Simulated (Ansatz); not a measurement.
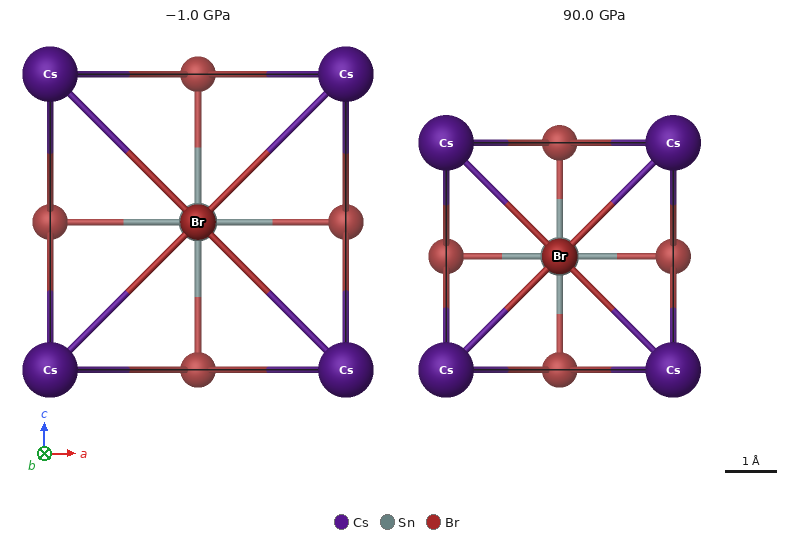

Crystalline CsSnBr₃ (set up in Pm-3m), relaxed (cell and atoms) at several target pressures. The picture shows the first and the last member. Style: ball-and-stick. Shown: the cell of the calculation, along the b axis.

Computed with Ansatz 0.2.0: DFT PBEsol, scalar-relativistic, plane waves, PAW. Settings: plane-wave cutoff 420 eV; k-point mesh 6 × 6 × 6 at −1.0 to 4.0, 8 × 8 × 8 at 12.0 to 90.0 GPa; occupations gaussian; smearing width 0.1 eV; no spin polarisation; cell and atoms relaxed; force threshold 0.008 eV/Å.

```json
{"pressure (GPa)": "−1.0", "volume (Å³/atom)": "40.234", "a (Å)": "5.859"}
{"pressure (GPa)": "0.0", "volume (Å³/atom)": "38.276", "a (Å)": "5.763"}
{"pressure (GPa)": "1.0", "volume (Å³/atom)": "36.781", "a (Å)": "5.687"}
{"pressure (GPa)": "4.0", "volume (Å³/atom)": "33.561", "a (Å)": "5.516"}
{"pressure (GPa)": "12.0", "volume (Å³/atom)": "28.854", "a (Å)": "5.245"}
{"pressure (GPa)": "25.0", "volume (Å³/atom)": "?", "a (Å)": "?"}
{"pressure (GPa)": "50.0", "volume (Å³/atom)": "21.324", "a (Å)": "4.742"}
{"pressure (GPa)": "90.0", "volume (Å³/atom)": "18.209", "a (Å)": "4.499"}
```

### Fill in the missing row.

Murnaghan's form V = V₀(1 + B′P/B₀)^(−1/B′), with V₀ = 38.276 Å³ from the row at zero pressure, fits the other rows with B₀ = 23.8 GPa and B′ = 3.67 (largest miss 0.171 Å³). At 25.0 GPa it gives 38.276 × (1 + 3.67 × 25.0/23.8)^(−1/3.67) = 24.886 Å³ per atom. The calculation gives 24.991 Å³/atom (a = 4.999 Å). The estimate is 0.105 Å³/atom too low. From the first member to the last: Br–Cs 4.143 → 3.181 Å, Br–Br 4.143 → 3.181 Å, Br–Sn 2.930 → 2.249 Å.

The whole series:

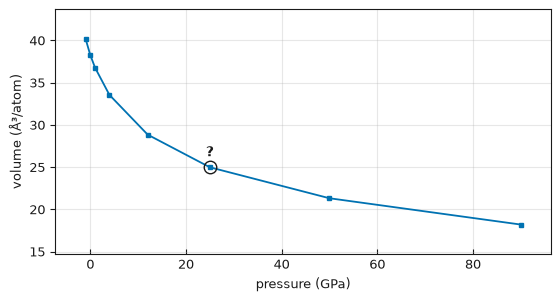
